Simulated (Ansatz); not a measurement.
Geometry relaxation of Ni (part 2 of 2)

The same run, continued: Ni (5 atoms in the cell); DFT PBE, scalar-relativistic, plane waves, PAW, spin-polarised (Ansatz 0.2.0); cutoff 420 eV, 10×4×20 k-mesh, Gaussian smearing of 0.1 eV, collinear spins. The structure derives from a Materials Project entry. It belongs to a series of runs on one base structure; here: film's bulk on the substrate's plane, third vector and atoms relaxed.

Geometry of the input (Å; fractional positions):
```
3.5567  0.0000  0.0000
-1.7783  9.2405  0.0000
-1.7783  0.0000  1.6970
Ni 0.4000  0.8000  0.0000
Ni 0.2000  0.4000  0.0000
Ni 0.8000  0.6000  0.0000
Ni 0.0000  0.0000  0.0000
Ni 0.6000  0.2000  0.0000
```

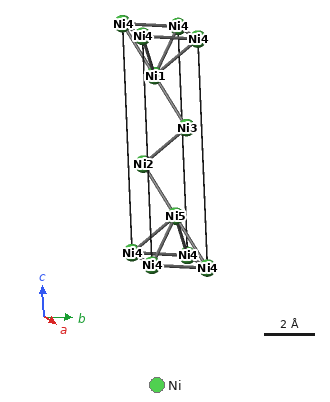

Fig. 1: The geometry at step 2 of the log (ball-and-stick view of the reduced cell, seen slightly off an axis; atoms are numbered from 1 in the order of the input).

Log, continued:
```
SCF iter   1: F=—  HF=-29198.535662 eV  |F-HF|=—  |Δ(HF+E_count)|=         —  Δρ=8.41e-5 (↑6.90e-5 ↓8.41e-5)  dr2=7.49e-6  dr2_m=5.63e-8  M=3.265 μB ∫|m|=3.730 μB  β_m=0.65  ethr=1.01e-8  ⟨swp⟩=2.0  Hψ=97742  notcnv=0
preconditioner: auto → none  [metal: Δε(μ)=0.000 eV  Ē_g=9.392 eV  σ=0.100 eV  W_gap=0.00  n_scr=4 (ndim 8)  ℏωp=35.1 eV  f_vac=0.000  D(μ)=9.13/eV (n_scr^D=140)]
SCF iter   2: F=—  HF=-29198.535665 eV  |F-HF|=—  |Δ(HF+E_count)|=   2.97e-6  Δρ=1.29e-4 (↑1.09e-4 ↓1.29e-4)  dr2=1.64e-5  dr2_m=7.23e-8  M=3.265 μB ∫|m|=3.730 μB  β_m=0.28  ethr=8.32e-9  ⟨swp⟩=2.0  Hψ=47366  notcnv=0  recentre
SCF iter   3: F=—  HF=-29198.535660 eV  |F-HF|=—  |Δ(HF+E_count)|=   5.25e-6  Δρ=1.59e-5 (↑7.64e-6 ↓1.59e-5)  dr2=3.70e-8  dr2_m=2.33e-8  M=3.265 μB ∫|m|=3.730 μB  β_m=0.53  ethr=8.32e-9  ⟨swp⟩=2.6  Hψ=46874  notcnv=0
SCF iter   4: F=—  HF=-29198.535661 eV  |F-HF|=—  |Δ(HF+E_count)|=   1.01e-6  Δρ=1.36e-5 (↑2.90e-6 ↓1.36e-5)  dr2=5.29e-8  dr2_m=2.92e-8  M=3.265 μB ∫|m|=3.730 μB  β_m=0.77  ethr=4.11e-11  ⟨swp⟩=2.0  Hψ=47929  notcnv=0
SCF iter   5: F=—  HF=-29198.535661 eV  |F-HF|=—  |Δ(HF+E_count)|=   3.90e-7  Δρ=1.46e-5 (↑4.07e-6 ↓1.46e-5)  dr2=1.01e-7  dr2_m=1.64e-8  M=3.265 μB ∫|m|=3.730 μB  β_m=0.80  ethr=4.11e-11  ⟨swp⟩=2.0  Hψ=35274  notcnv=0
SCF iter   6: F=—  HF=-29198.535662 eV  |F-HF|=—  |Δ(HF+E_count)|=   1.87e-7  Δρ=5.08e-6 (↑8.89e-7 ↓5.08e-6)  dr2=6.24e-9  dr2_m=2.56e-9  M=3.265 μB ∫|m|=3.731 μB  β_m=0.90  ethr=4.11e-11  ⟨swp⟩=2.0  Hψ=46534  notcnv=0
SCF iter   7: F=-29198.535662 eV  HF=-29198.535662 eV  |F-HF|=5.22e-9  |Δ(HF+E_count)|=   8.23e-9  Δρ=3.43e-6 (↑1.39e-6 ↓3.43e-6)  dr2=6.81e-9  dr2_m=6.69e-10  M=3.265 μB ∫|m|=3.731 μB  ethr=6.93e-12  ⟨swp⟩=2.0  Hψ=92412  notcnv=0
SCF 3 converged in 7 iterations: F = -29198.535662 eV  dr2 = 6.81e-9
relax step   3: F+E_penalty+E_count = -29198.53566152 eV  Δ(F+E_penalty+E_count) = -6.710e-7 eV  max|allowed force component| = 2.493e-26 eV/Å  Δτ_max = 0.0000 Å  P = -4.255 GPa  Ω = 55.818 Å³  energy of the carried Pulay correction = -1.671e-5 eV  fix = [a, b, gamma]  reactions: a -3.413, b -9.353 GPa; gamma +1.738 GPa/rad  (7 SCF iters, dr2 threshold 3.62e-8 eV, accepted)
Initial wavefunctions: pseudopotential atomic-orbital guess (no wavefunctions were taken with the density)
iter 1 solved again at ethr=2.20e-9 eV; its pass at ethr=3.10e-3 eV (dr2=1.98e-6 eV) is discarded
SCF iter   1: F=—  HF=-29198.535680 eV  |F-HF|=—  |Δ(HF+E_count)|=         —  Δρ=3.29e-6 (↑1.47e-6 ↓3.29e-6)  dr2=7.30e-9  dr2_m=5.54e-10  M=3.265 μB ∫|m|=3.731 μB  β_m=0.65  ethr=2.20e-9  ⟨swp⟩=4.4  Hψ=176962  notcnv=0
preconditioner: auto → none  [metal: Δε(μ)=0.000 eV  Ē_g=9.391 eV  σ=0.100 eV  W_gap=0.00  n_scr=4 (ndim 8)  ℏωp=35.1 eV  f_vac=0.000  D(μ)=9.13/eV (n_scr^D=140)]
SCF iter   2: F=—  HF=-29198.535679 eV  |F-HF|=—  |Δ(HF+E_count)|=   1.46e-6  Δρ=2.26e-6 (↑2.26e-6 ↓1.91e-6)  dr2=4.59e-9  dr2_m=4.73e-11  M=3.265 μB ∫|m|=3.731 μB  β_m=0.40  ethr=8.12e-12  ⟨swp⟩=2.1  Hψ=47428  notcnv=0
SCF iter   3: F=—  HF=-29198.535679 eV  |F-HF|=—  |Δ(HF+E_count)|=   1.82e-9  Δρ=1.30e-6 (↑6.37e-7 ↓1.30e-6)  dr2=1.14e-9  dr2_m=7.64e-11  M=3.265 μB ∫|m|=3.731 μB  β_m=0.40  ethr=5.09e-12  ⟨swp⟩=2.3  Hψ=44805  notcnv=0
SCF iter   4: F=-29198.535679 eV  HF=-29198.535679 eV  |F-HF|=9.82e-11  |Δ(HF+E_count)|=  2.40e-10  Δρ=5.72e-7 (↑2.80e-7 ↓5.72e-7)  dr2=1.75e-10  dr2_m=1.92e-11  M=3.265 μB ∫|m|=3.731 μB  ethr=1.00e-12  ⟨swp⟩=3.3  Hψ=84674  notcnv=0
SCF 4 converged in 4 iterations: F = -29198.535679 eV  dr2 = 1.75e-10
relax step   4: F+E_penalty+E_count = -29198.53567901 eV  Δ(F+E_penalty+E_count) = -1.749e-5 eV  max|allowed force component| = 1.076e-26 eV/Å  Δτ_max = 0.0000 Å  P = -4.256 GPa  Ω = 55.818 Å³  fix = [a, b, gamma]  reactions: a -3.414, b -9.354 GPa; gamma +1.738 GPa/rad  stress off target by 3.78e-4 GPa on what of the cell is left free  SCF on the basis re-selected at this cell (its energy is not comparable with the rows above)  (4 SCF iters)
basis re-selected at this cell: Δ(F+E_penalty+E_count) = -1.749e-5 eV, ΔP = -0.001 GPa vs the last step (what re-selecting the basis moved, of the pressure what is left beyond the Pulay correction that the steps carried, after the strain that the cell walked since its last selection, with what the two solves' SCF thresholds leave and, on support functions, any second-order correction that the steps lacked; it is no measure of the basis error at this ecutwfc). This SCF's stress stands 3.78e-4 GPa from its target on what of the cell is left free (relax.cell.stress_tol is 1.00e-1 GPa) and its largest allowed force component is 1.08e-26 eV/Å (relax.f_tol is 1.00e-2 eV/Å): within both
SCF converged after 4 iterations
Magnetization: 3.2655 μB (46.6327 up, 43.3673 down)
Absolute magnetization: 3.7348 μB (∫|ρ↑−ρ↓|, with the PAW one-centre terms)
Spin contamination: 0.0381 ħ² per cell (⟨S²⟩ above its minimum at these occupations)
Per-site moments (μB) at R_I (Å): [(0.6946455499684887, 1.0143635634915111), (0.6946455499684883, 1.0143635634915111), (0.694645549968488, 1.0143635634915111), (0.6946455499684889, 1.0143635634915111), (0.6946455499684885, 1.0143635634915111)]
Free energy (F): -29198.535679 eV
Harris-Foulkes:  -29198.535679 eV  (|F-HF|=9.82e-11)
Internal energy: -29198.490031 eV  (E = F + TS)
E sigma→0 (E₀):  -29198.512855 eV
Entropy (-TS):   -0.045648 eV (-9.130 meV/atom)
Fermi energy:    17.601100 eV
--- Per-component energies (eV) ---
  E_band       = -1468.798038
  E_kinetic    = 1408.052414
  E_local      = -17399.489157  (includes V_loc(G=0)·N_el)
  E_nonlocal   = 3179.178469
  E_hartree    = 7258.003671
  E_xc         = -422.695837
  E_vxc        = -544.973398  (∫ρ·V_xc dr)
  E_paw        = -8149.462920  (= ΣΔE_a)
  E_vpaw       = -2627.574020  (= ΣTr[D̂ρ^β])
  E_aug_tail   = 0.002494  (compensation charges beyond the density's cutoff)
  E_ewald      = -15072.079165
  E_smearing   = -0.045648  (= −TS)
  E_closure    = 0.000000  (closes the sum)
  Σ components = -29198.535679   (vs F -29198.535679, Δ=0.00e0)
--- Forces (eV/Å), atoms counted from 1 ---
  atom   1  Ni     0.00000000    -0.00000000    -0.00000000
  atom   2  Ni     0.00000000     0.00000000     0.00000000
  atom   3  Ni     0.00000000    -0.00000000     0.00000000
  atom   4  Ni     0.00000000    -0.00000000     0.00000000
  atom   5  Ni    -0.00000000     0.00000000     0.00000000
  max |Σ_I F_I| component: 5.38e-26 eV/Å
--- Stress (GPa, compression-positive) ---
       -3.425341       0.059805       0.000000
        0.059805      -9.342199      -0.000000
        0.000000      -0.000000       0.000378
  P = ⅓ Tr σ = -4.2557 GPa (-42.557 kbar)
--- Band table (eV; the first three rows and the last of 464) ---
  k-point 0 ↑: bands = ["-86.0409", "-86.0291", "-86.0291", "-86.0099", "-86.0099", "-46.4890", "-46.4890", "-46.3891", "-46.3891", "-46.3555", "-46.3555", "-46.3520", "-46.3520", "-46.3269", "-46.3269", "-46.3260", "-46.3133", "-46.3133", "-46.3092", "-46.2894", "8.6566", "10.4420", "10.4420", "12.9296", "12.9296", "13.6493", "13.6493", "14.4402", "14.4402", "14.9641", "15.2060", "15.4475", "15.6183", "15.6183", "15.7796", "15.7796", "15.9039", "15.9039", "16.0895", "16.5596", "16.7081", "16.7081", "16.8125", "16.8125", "16.9143", "16.9143", "17.0002", "17.0002", "17.3107", "17.3107", "28.1340", "28.1340", "33.8007", "33.8007", "33.8853", "33.8853", "37.8189"]
  k-point 1 ↑: bands = ["-86.0398", "-86.0283", "-86.0283", "-86.0097", "-86.0097", "-46.4871", "-46.4871", "-46.3928", "-46.3928", "-46.3589", "-46.3589", "-46.3525", "-46.3525", "-46.3298", "-46.3298", "-46.3280", "-46.3133", "-46.3133", "-46.3117", "-46.2944", "8.7964", "10.5655", "10.5655", "13.0153", "13.0153", "13.6858", "13.6858", "14.4576", "14.4576", "15.0029", "15.2363", "15.3948", "15.4579", "15.4579", "15.8920", "15.8920", "15.9596", "15.9596", "16.1087", "16.3380", "16.3380", "16.5228", "16.7032", "16.7032", "16.8097", "16.8097", "16.9562", "16.9562", "17.9601", "17.9601", "28.2160", "28.2160", "32.8589", "32.8589", "33.2400", "33.2400", "36.7248"]
  k-point 2 ↑: bands = ["-86.0366", "-86.0260", "-86.0260", "-86.0089", "-86.0089", "-46.4817", "-46.4817", "-46.4027", "-46.4027", "-46.3687", "-46.3687", "-46.3538", "-46.3538", "-46.3381", "-46.3381", "-46.3335", "-46.3191", "-46.3141", "-46.3141", "-46.3089", "9.2100", "10.9266", "10.9266", "13.2572", "13.2572", "13.7964", "13.7964", "14.5031", "14.5031", "15.1186", "15.2431", "15.2962", "15.2962", "15.3269", "15.6888", "15.6888", "15.8659", "15.8659", "16.1221", "16.1221", "16.1597", "16.4231", "16.7512", "16.7512", "16.8016", "16.8016", "16.8229", "16.8229", "18.8337", "18.8337", "28.4676", "28.4676", "31.1526", "31.1526", "31.9018", "31.9018", "34.8399"]
  k-point 231 ↓: bands = ["-85.1504", "-85.1467", "-85.1408", "-85.1348", "-85.1311", "-45.6074", "-45.6059", "-45.5989", "-45.5787", "-45.5781", "-45.5630", "-45.5624", "-45.5368", "-45.5362", "-45.5224", "-45.5112", "-45.5043", "-45.4990", "-45.4986", "-45.4953", "11.5873", "12.3052", "13.4310", "14.3201", "14.3567", "14.9354", "14.9775", "15.0727", "15.2386", "15.4031", "15.4121", "15.4407", "15.4708", "15.8748", "16.1809", "16.4545", "16.6042", "16.7108", "16.7779", "16.7943", "16.8493", "16.8724", "16.9897", "17.3676", "17.4633", "17.9200", "17.9583", "18.8701", "20.5559", "23.4023", "26.3811", "27.6186", "28.0888", "29.3688", "29.7186", "29.8556", "31.1678"]
--- Relaxed structure (3 steps of the walk, 3 accepted, 1 SCFs on fresh bases) ---
  F+E_penalty+E_count = -29198.53567901 eV   max|allowed force component| = 1.076e-26 eV/Å   (the final SCF, on the basis selected at the relaxed cell)
  cell:  # Å, volume = 55.8181 Å³
    - [3.5566632851, -9.622487999061828e-12, -5.239734555251458e-11]
    - [-1.778331642525, 9.240482272704812, 2.619867191500805e-11]
    - [-1.7783316425249789, 4.811243841367028e-12, 1.6983899178897905]
  atoms:
    - { symbol: Ni, position: [0.4, 0.8000000000000002, 9.026881797591584e-30] }
    - { symbol: Ni, position: [0.2, 0.4000000000000001, 4.513440898795792e-30] }
    - { symbol: Ni, position: [0.7999999999999999, 0.6000000000000001, 3.2311742677852644e-27] }
    - { symbol: Ni, position: [-8.542060333017718e-38, 3.1056756975962816e-45, -3.5466454573350957e-38] }
    - { symbol: Ni, position: [0.6, 0.2, 6.462348535570529e-27] }
--- Löwdin populations: 5 sites ---
  site symbol       q [e]    m [muB]
     0     Ni     17.7778     0.6842
     1     Ni     17.7778     0.6842
     2     Ni     17.7778     0.6842
     3     Ni     17.7778     0.6842
     4     Ni     17.7778     0.6842
  spilling = 0.012347 (of n_electrons = 90.000000)
```

File populations.tsv:
```
# site	symbol	l	j	q_up	q_dn
# orbitals = lowdin
# n_electrons = 90.000000
# spilling = 0.012347
0	Ni	0_3S	-	0.998118	0.998189
0	Ni	0_4S	-	0.472639	0.484815
0	Ni	1_3P	-	2.999121	2.999086
0	Ni	2_3D	-	4.761088	4.064702
1	Ni	0_3S	-	0.998118	0.998189
1	Ni	0_4S	-	0.472639	0.484815
1	Ni	1_3P	-	2.999121	2.999086
1	Ni	2_3D	-	4.761088	4.064702
2	Ni	0_3S	-	0.998118	0.998189
2	Ni	0_4S	-	0.472639	0.484815
2	Ni	1_3P	-	2.999121	2.999086
2	Ni	2_3D	-	4.761088	4.064702
3	Ni	0_3S	-	0.998118	0.998189
3	Ni	0_4S	-	0.472639	0.484815
3	Ni	1_3P	-	2.999121	2.999086
3	Ni	2_3D	-	4.761088	4.064702
4	Ni	0_3S	-	0.998118	0.998189
4	Ni	0_4S	-	0.472639	0.484815
4	Ni	1_3P	-	2.999121	2.999086
4	Ni	2_3D	-	4.761088	4.064702
```

Trajectory as extended XYZ (Å, eV, eV/Å), 4 frames, from step=1 to step=4:
```
5
Lattice="3.5567 0.0000 0.0000 -1.7783 9.2405 0.0000 -1.7783 0.0000 1.6970" Properties=species:S:1:pos:R:3:forces:R:3 step=1 energy=-29198.53565 pressure_GPa=-4.10
Ni    0.0000    7.3924    0.0000    0.0000   0.0000   0.0000
Ni    0.0000    3.6962    0.0000    0.0000   0.0000   0.0000
Ni    1.7783    5.5443    0.0000    0.0000   0.0000   0.0000
Ni    0.0000    0.0000    0.0000    0.0000   0.0000   0.0000
Ni    1.7783    1.8481    0.0000    0.0000   0.0000   0.0000
5
Lattice="3.5567 0.0000 0.0000 -1.7783 9.2405 0.0000 -1.7783 0.0000 1.6975" Properties=species:S:1:pos:R:3:forces:R:3 step=2 energy=-29198.53566 pressure_GPa=-4.16
Ni    0.0000    7.3924    0.0000    0.0000   0.0000   0.0000
Ni    0.0000    3.6962    0.0000    0.0000   0.0000   0.0000
Ni    1.7783    5.5443    0.0000    0.0000   0.0000   0.0000
Ni    0.0000    0.0000    0.0000    0.0000   0.0000   0.0000
Ni    1.7783    1.8481    0.0000    0.0000   0.0000   0.0000
5
Lattice="3.5567 0.0000 0.0000 -1.7783 9.2405 0.0000 -1.7783 0.0000 1.6984" Properties=species:S:1:pos:R:3:forces:R:3 step=3 energy=-29198.53566 pressure_GPa=-4.25
Ni    0.0000    7.3924    0.0000    0.0000   0.0000   0.0000
Ni    0.0000    3.6962    0.0000    0.0000   0.0000   0.0000
Ni    1.7783    5.5443    0.0000    0.0000   0.0000   0.0000
Ni    0.0000    0.0000    0.0000    0.0000   0.0000   0.0000
Ni    1.7783    1.8481    0.0000    0.0000   0.0000   0.0000
5
Lattice="3.5567 0.0000 0.0000 -1.7783 9.2405 0.0000 -1.7783 0.0000 1.6984" Properties=species:S:1:pos:R:3:forces:R:3 step=4 energy=-29198.53568 pressure_GPa=-4.26
Ni    0.0000    7.3924    0.0000    0.0000   0.0000   0.0000
Ni    0.0000    3.6962    0.0000    0.0000   0.0000   0.0000
Ni    1.7783    5.5443    0.0000    0.0000   0.0000   0.0000
Ni    0.0000    0.0000    0.0000    0.0000   0.0000   0.0000
Ni    1.7783    1.8481    0.0000    0.0000   0.0000   0.0000
```

Summary:

| quantity | value |
| --- | --- |
| outcome | converged |
| space group (tolerance 0.01 Å) | Fmmm (69) |
| electrons treated | 90 |
| free energy | −29198.5357 eV |
| Fermi energy | 17.601 eV |
| gap on the k-point mesh | none (metallic) |
| net moment of the cell | 3.27 μB |
| integrated absolute moment | 3.73 μB |
| pressure | −4.26 GPa |
| final volume | 55.82 Å³ |
| largest force (length of the vector) at the end | under 0.001 eV/Å |
| final cell | a = 3.557 Å, b = 9.410 Å, c = 2.459 Å, α = 82.14°, β = 136.32°, γ = 100.89° |
| hardware | 8 threads of Intel Xeon @ 2.50GHz (Skylake/Cascade Lake), 192 GiB of memory available, shared host |
| wall time | 78 s (CPU time 9.2 min) |
| peak memory | 1.4 GiB |

Warnings of the run: the k-point mesh lowers the symmetry that the run can use.
